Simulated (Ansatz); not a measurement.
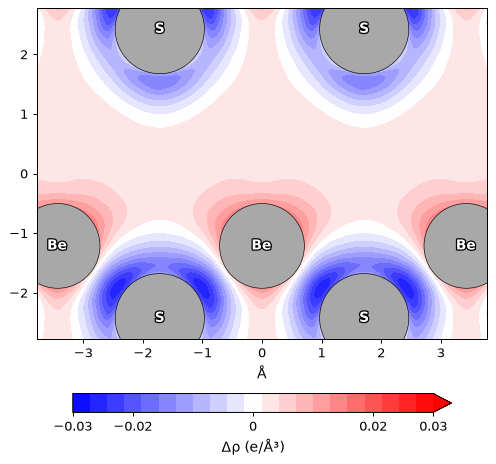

BeS. Difference of the valence pseudo-densities of two functionals at the same geometry, on the (11̄0) plane of the calculation cell: one of LDA and r2SCAN less the other.

Both computed with Ansatz (plane waves, PAW), on the same k-point mesh. Grey discs cover the atomic cores.

```
S Be
1.0
     0.00000    2.42500    2.42500
     2.42500    0.00000    2.42500
     2.42500    2.42500    0.00000
S Be
1 1
Direct
  0.75000 0.75000 0.75000
  0.00000 0.00000 0.00000
```

Q: Which was subtracted from which, and what does the map show?

A: It is LDA less r2SCAN. Against r2SCAN, LDA gives less density around S (−0.016 e/Å³ on average at 0.9 Å from the nucleus), more density in the space between the atoms (+0.002 e/Å³ on average) and a change of −0.020 e/Å³ at the midpoint of Be–S.
